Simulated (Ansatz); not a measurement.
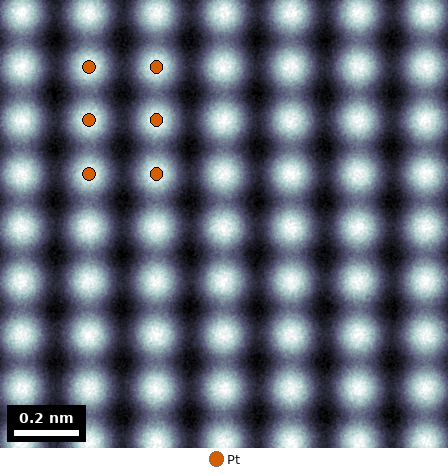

Dark-field STEM-like image of Pt (I4/mmm, No. 139) along [101]. Simulation: incoherent imaging, intensity Z^1.7 per atom, probe width 1.12 Å, thin sample. The probe carries 25 % of its weight in a tail 2.5 times as wide. The display is stretched by a gamma of 0.8; percentages refer to the linear signal. Shot noise was added. Structure used: coordinates from a relaxation with DFT PBEsol, scalar-relativistic, plane waves, PAW (Ansatz); the starting structure was generated, so it need not be a known form of this composition.

Coloured dots in one corner mark the columns of the model.

Describe what the image shows.

The columns repeat on a rectangular net of 1.68 × 2.10 Å (plane group p2mm). All columns are alike (Pt). The shortest distance between visible columns is 1.68 Å in projection. Along the beam the structure repeats every 4.31 Å.
